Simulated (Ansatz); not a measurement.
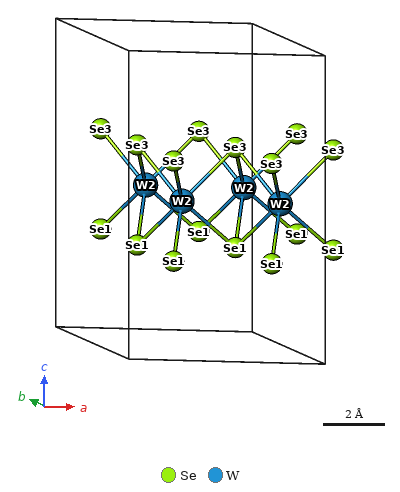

The structure (ball-and-stick view of the 2 × 2 repeat of the cell, with the vacuum cut short, seen slightly off an axis; bonded neighbours outside the cell are drawn too; atoms are numbered from 1 in the order of the input). Near neighbours in the crystal (not all of them lie inside the picture): Se has 3 W at 2.54 Å; W has 6 Se at 2.54 Å.

# Single-point calculation, with input and output: WSe2

WSe2 (slab, 3 atoms in the cell), computed with DFT PBE+D3(BJ), scalar-relativistic, plane waves, PAW, PAW set soft_1, no spin polarisation (Ansatz 0.2.0).

The structure derives from an entry of the Crystallography Open Database. Figures and captions count atoms from 1; the log counts them from 0 in places.

Log:
```
Engine: ansatz 0.2.0, x86_64-unknown-linux-gnu
Pseudopotentials: kind: paw
Pseudopotential: Se, paw, valence charge 16, recommended cutoff 420 eV (normal), [file]
Pseudopotential: W, paw, valence charge 14, recommended cutoff 420 eV (normal), [file]
Functional definition: PBE
  parameter kappa = 0.804
  parameter beta = 0.06672455060314922
  exchange = pbe_x(kappa = kappa, mu = beta*pi^2/3)
  correlation = pbe_c(beta = beta)
Crystal: 3 atoms, lattice volume = 226.590 Å³
Basis set: ecut = 420 eV, 4497 PW (Γ), exchange–correlation on 48×48×360 points (8 copies of the dense FFT grid, shifted against one another)
Bands: 28, of which v1, the nominal top of the filled ones, is band 23 counted from 1 (22 counted from 0)
Symmetry: 6 space group operations
k-points: 12 of 81 (time reversal used)
Non-local potential: Se, projectors of the file, l = 0: 2, l = 1: 2, l = 2: 3, l = 3: 1
Non-local potential: W, projectors of the file, l = 0: 3, l = 1: 2, l = 2: 2, l = 3: 1
PAW form: soft (Blöchl's): semilocal exchange-correlation on the pseudo side does not see the compensation charge
PAW one-centre angular grid: Se, 590 points (default); XC on 64 Gauss nodes
PAW one-centre angular grid: W, 590 points (default); XC on 64 Gauss nodes
Initial density: superposition of atomic densities (neutral atoms: chi_scale 0, normalization atom)
Initial wavefunctions: pseudopotential atomic-orbital guess
Functional: x = pbe(κ = 0.804, μ = 0.2195149727645171), c = pbe(β = 0.06672455060314922)
iter 1 solved again at ethr=2.36e-3 eV; its pass at ethr=3.10e-3 eV (dr2=1.09e0 eV) is discarded
SCF iter   1: F=—  HF=-21327.076978 eV  |F-HF|=—  |Δ(HF+E_count)|=         —  Δρ=1.77e-2  dr2=1.10e0  ethr=2.36e-3  p=-0.000 e·Å  D=-2.72e-7 V/Å  ΔV_dip=0.00 eV  dr2_dipole=1.09e-10  V_vac-E_F(+/−)=5.62/5.62 eV  ⟨swp⟩=1.0  Hψ=2170  notcnv=0
efield: sawtooth ramp at fractional position 0.7352 (placed from the atoms, in the widest stretch of the axis that holds none; the zero of the levels goes with the place), width 0.0400; the density the first Hamiltonian is built on has a dipole p = -0.000 e·Å; the dipole correction subtracts the counter field D = -2.72e-7 V/Å, which shifts the + side's vacuum level by +0.00 eV against the − side's; the planar-averaged density in the ramp window peaks in size at 6.6e-6 e/Å³
preconditioner: auto → none  [insulator: Δε(μ)=1.595 eV  Ē_g=9.036 eV  σ=0.050 eV  W_gap=1.00  n_scr=16 (ndim 8)  ℏωp=10.5 eV  f_vac=0.707  D(μ)=0.00/eV (n_scr^D=0)  ε∞_Penn≈2.3]
SCF iter   2: F=—  HF=-21326.903621 eV  |F-HF|=—  |Δ(HF+E_count)|=   1.73e-1  Δρ=1.14e-2  dr2=8.50e-1  ethr=2.36e-3  p=-0.000 e·Å  D=-6.86e-6 V/Å  ΔV_dip=0.00 eV  dr2_dipole=1.03e-9  V_vac-E_F(+/−)=3.58/3.58 eV  ⟨swp⟩=3.6  Hψ=770  notcnv=0  defer=6
SCF iter   3: F=—  HF=-21326.920858 eV  |F-HF|=—  |Δ(HF+E_count)|=   1.72e-2  Δρ=1.08e-2  dr2=1.01e0  ethr=1.85e-3  p=-0.000 e·Å  D=-1.95e-5 V/Å  ΔV_dip=0.00 eV  dr2_dipole=7.24e-9  V_vac-E_F(+/−)=5.08/5.08 eV  ⟨swp⟩=3.1  Hψ=538  notcnv=0  defer=12
SCF iter   4: F=—  HF=-21326.780912 eV  |F-HF|=—  |Δ(HF+E_count)|=   1.40e-1  Δρ=3.36e-3  dr2=1.77e-2  ethr=1.85e-3  p=-0.000 e·Å  D=-1.82e-6 V/Å  ΔV_dip=0.00 eV  dr2_dipole=1.29e-11  V_vac-E_F(+/−)=4.32/4.32 eV  ⟨swp⟩=2.1  Hψ=482  notcnv=0  defer=12
SCF iter   5: F=—  HF=-21326.778033 eV  |F-HF|=—  |Δ(HF+E_count)|=   2.88e-3  Δρ=6.92e-4  dr2=8.57e-4  ethr=3.84e-5  p=-0.000 e·Å  D=-4.15e-6 V/Å  ΔV_dip=0.00 eV  dr2_dipole=1.00e-8  V_vac-E_F(+/−)=4.23/4.23 eV  ⟨swp⟩=2.1  Hψ=512  notcnv=0  defer=12
SCF iter   6: F=—  HF=-21326.778052 eV  |F-HF|=—  |Δ(HF+E_count)|=   1.87e-5  Δρ=1.47e-4  dr2=6.58e-5  ethr=1.86e-6  p=0.000 e·Å  D=1.09e-4 V/Å  ΔV_dip=-0.00 eV  dr2_dipole=1.11e-6  V_vac-E_F(+/−)=4.22/4.22 eV  ⟨swp⟩=2.0  Hψ=418  notcnv=0  defer=12
SCF iter   7: F=—  HF=-21326.778001 eV  |F-HF|=—  |Δ(HF+E_count)|=   5.07e-5  Δρ=7.68e-5  dr2=1.38e-4  ethr=1.43e-7  p=-0.001 e·Å  D=-6.25e-4 V/Å  ΔV_dip=0.02 eV  dr2_dipole=3.17e-5  V_vac-E_F(+/−)=4.23/4.21 eV  ⟨swp⟩=2.9  Hψ=646  notcnv=0  defer=12
SCF iter   8: F=—  HF=-21326.777987 eV  |F-HF|=—  |Δ(HF+E_count)|=   1.39e-5  Δρ=3.11e-5  dr2=7.12e-6  ethr=1.43e-7  p=0.000 e·Å  D=1.05e-4 V/Å  ΔV_dip=-0.00 eV  dr2_dipole=9.06e-7  V_vac-E_F(+/−)=4.22/4.22 eV  ⟨swp⟩=2.0  Hψ=381  notcnv=0  defer=12
SCF iter   9: F=—  HF=-21326.777987 eV  |F-HF|=—  |Δ(HF+E_count)|=   7.19e-7  Δρ=9.15e-6  dr2=2.00e-7  ethr=1.55e-8  p=0.000 e·Å  D=1.35e-5 V/Å  ΔV_dip=-0.00 eV  dr2_dipole=1.87e-8  V_vac-E_F(+/−)=4.22/4.22 eV  ⟨swp⟩=2.0  Hψ=364  notcnv=0  defer=12
SCF iter  10: F=-21326.777987 eV  HF=-21326.777987 eV  |F-HF|=7.69e-9  |Δ(HF+E_count)|=   1.82e-8  Δρ=1.74e-6  dr2=1.04e-8  ethr=2.17e-10  p=0.000 e·Å  D=7.23e-6 V/Å  ΔV_dip=-0.00 eV  dr2_dipole=1.54e-9  V_vac-E_F(+/−)=4.22/4.22 eV  ⟨swp⟩=19.0  Hψ=2677  notcnv=0
SCF 1 converged in 10 iterations: F = -21326.777987 eV  dr2 = 1.04e-8
  greatest PAW one-centre occupation: 1.000 electrons in one spin orbital (limit 2), on the Se atom at site 2 (counted from 0), in its partial waves of l = 2
```

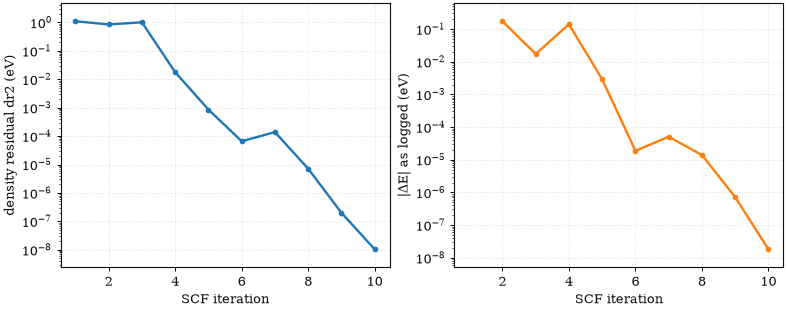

Convergence of the self-consistent field: density residual dr2 and size of the energy change against the SCF iteration. The residual comes down, with one marked jump up, by a factor of about 2, at step 7.

```
SCF converged after 10 iterations
Free energy (F): -21326.777987 eV
Harris-Foulkes:  -21326.777987 eV  (|F-HF|=7.69e-9)
Internal energy: -21326.777987 eV  (E = F + TS)
E sigma→0 (E₀):  -21326.777987 eV
Fermi energy:    0.431455 eV
Dipole field:    D = -0.000042 V/Å  (p = -0.000053 e·Å, saw-weighted, corrected)
Work function:   Φ+ = 4.2204 eV   Φ− = 4.2194 eV
Levels:          The Fermi level and band energies are counted from a zero that moves with the ramp; work functions are not
--- Per-component energies (eV) ---
  E_band       = -1441.682125
  E_kinetic    = 644.193785
  E_local      = -56947.890348  (includes V_loc(G=0)·N_el)
  E_nonlocal   = -733.819093
  E_hartree    = 28273.292631
  E_xc         = -438.525847
  E_vxc        = -413.014204  (∫ρ·V_xc dr)
  E_paw        = -12837.528865  (= ΣΔE_a)
  E_vpaw       = -537.730739  (= ΣTr[D̂ρ^β])
  E_aug_tail   = -0.000619  (compensation charges beyond the density's cutoff)
  E_efield     = 0.000000  (sawtooth field / dipole correction)
  E_vefield    = 0.000000  (∫n·V_field dr)
  E_ewald      = 20714.512663
  E_disp       = -1.012294  (pairwise vdW)
  E_smearing   = -0.000000  (= −TS)
  E_closure    = -0.000000  (closes the sum)
  Σ components = -21326.777987   (vs F -21326.777987, Δ=0.00e0)
--- Forces (eV/Å), atoms counted from 1 ---
  atom   1  Se     0.00000000    -0.00000000    -0.00000136
  atom   2  W     -0.00000000     0.00000000     0.00002049
  atom   3  Se    -0.00000000    -0.00000000     0.00000841
  max |Σ_I F_I| component: 2.75e-5 eV/Å
--- Band table (eV; the first three rows and the last of 12) ---
  k-point 0: bands = ["-74.3921", "-47.9498", "-47.9498", "-47.9493", "-47.9493", "-47.9177", "-47.9177", "-47.9166", "-47.9166", "-47.9048", "-47.9028", "-38.6497", "-38.5115", "-38.5115", "-15.2180", "-13.9789", "-6.6508", "-2.7034", "-2.7034", "-2.6690", "-1.5730", "-1.5730", "-0.8319", "2.5859", "2.5859", "2.7374", "2.7374", "3.8522"]
  k-point 1: bands = ["-74.3909", "-47.9498", "-47.9494", "-47.9493", "-47.9488", "-47.9178", "-47.9178", "-47.9169", "-47.9166", "-47.9046", "-47.9026", "-38.6440", "-38.5395", "-38.5180", "-15.0327", "-13.8842", "-6.4123", "-3.2436", "-3.0312", "-2.5240", "-1.8754", "-1.5880", "-0.8850", "2.0484", "2.2354", "2.5088", "2.8881", "4.3178"]
  k-point 2: bands = ["-74.3879", "-47.9496", "-47.9495", "-47.9479", "-47.9475", "-47.9180", "-47.9180", "-47.9177", "-47.9168", "-47.9040", "-47.9019", "-38.6296", "-38.6098", "-38.5344", "-14.5213", "-13.6247", "-5.8115", "-4.3821", "-3.8248", "-2.4849", "-2.0653", "-1.9904", "-1.2459", "1.5004", "2.0973", "2.2669", "3.4417", "4.9683"]
  k-point 11: bands = ["-74.3805", "-47.9480", "-47.9468", "-47.9468", "-47.9466", "-47.9196", "-47.9188", "-47.9178", "-47.9177", "-47.9026", "-47.9003", "-38.6881", "-38.6625", "-38.5949", "-12.8996", "-12.8113", "-5.8079", "-5.6878", "-4.7899", "-4.1500", "-3.7384", "-2.8098", "-0.4050", "1.2679", "2.3713", "3.1219", "4.5960", "5.3492"]
```

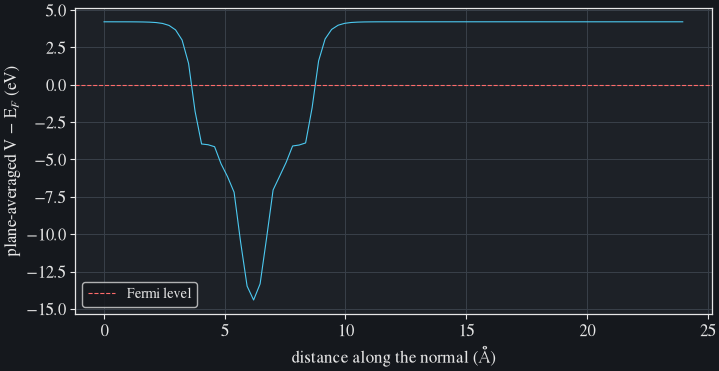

Plane average of the electrostatic potential energy of an electron across the cell, from the Fermi level. The vacuum level lies 4.22 eV above the Fermi level.

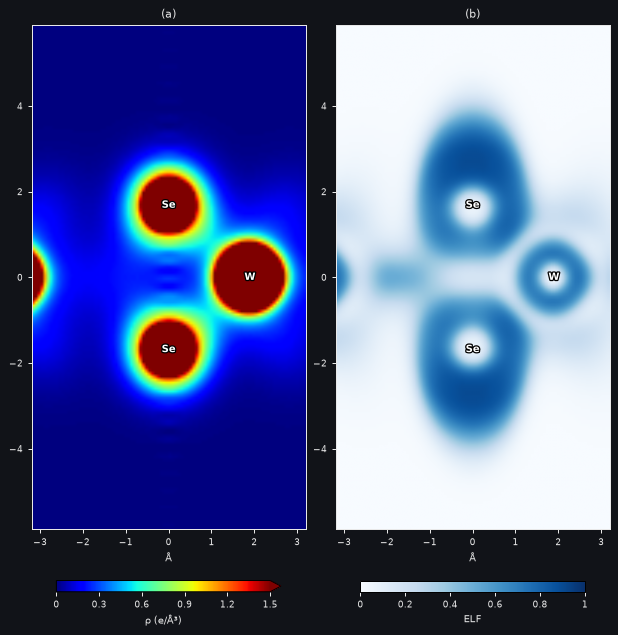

(a) valence electron density; (b) ELF on the (110) plane of the calculation cell, a cut from vacuum to vacuum. The section cuts through Se and W sites. W–Se (2.54 Å): the density is about 0.55 e/Å³ at the midpoint; the ELF is about 0.55 at the midpoint. The density dies away to nearly zero in the vacuum. The strong features right at W lie inside the PAW spheres (semicore, d or f shells) and say nothing about bonding. In a PAW calculation such maps are meaningful between the atoms, not at the nuclei.

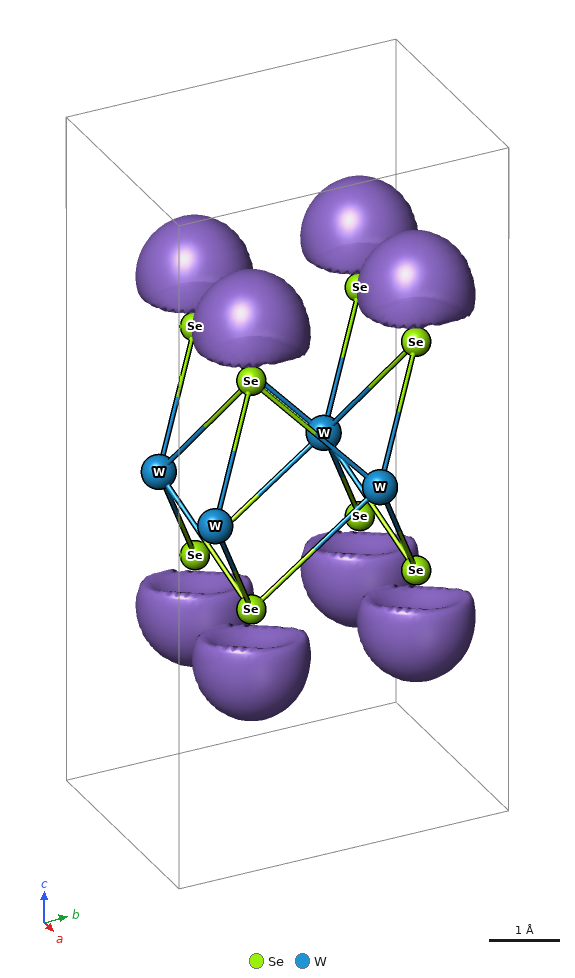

Isosurface of the ELF at 0.8 (purple), seen slightly off an axis. Core shells and regions of very low density are left out. Sticks mark near contacts. Counts are for one cell; the picture repeats the cell along the surface.  Values along the shortest contacts: W–Se (2.54 Å): the ELF is about 0.55 at the midpoint.

This output came from the following input.

The input:
```yaml
crystal:
  lattice:
    - [3.2854929596, 0.0, 0.0]
    - [-1.6427464798, 2.8453203669, 0.0]
    - [0.0, 0.0, 24.2386467078]
  atoms:
    - { symbol: Se, position: [0.3333333333, 0.6666666667, 0.1856539292] }
    - { symbol: W, position: [0.6666666667, 0.3333333333, 0.2551570536] }
    - { symbol: Se, position: [0.3333333333, 0.6666666667, 0.324660178] }
basis:
  ecutwfc: 420
kpoints:
  mp_grid: { grid: [9, 9, 1] }
hamiltonian:
  xc: pbe
  pseudopotentials: { kind: paw, azcp: { folder: soft_1 } }
  dispersion: d3bj
scf:
  occupations: { method: gaussian, width: 0.05 }
output:
  forces: true
  eigenvalues: true
  write_density: true
  write_potential: true
  elf: true
  volumetric_format: npy
efield:
  axis: 3
  dipole_correction: true
  ramp_width: 0.04
```

Run as:
```bash
ansatz run input.yaml --threads 1 --pin off --max-ram 3072MiB --backend cpu --events-out ev --progress --plain --runs-dir out
```

Summary:

- outcome: converged
- electrons treated: 46
- free energy: −21326.7780 eV
- work function, top face: 4.22 eV
- work function, bottom face: 4.22 eV
- Fermi energy: 0.431 eV
- gap on the k-point mesh: 1.67 eV
- work function (upper face): 4.22 eV
- largest force (length of the vector): under 0.001 eV/Å
- hardware: 1 thread of AMD EPYC (Zen 3), 32 GiB of memory available, shared host
- wall time: 9.6 s
- peak memory: 0.47 GiB

Notes:

Spin–orbit coupling is left out, which matters for W.
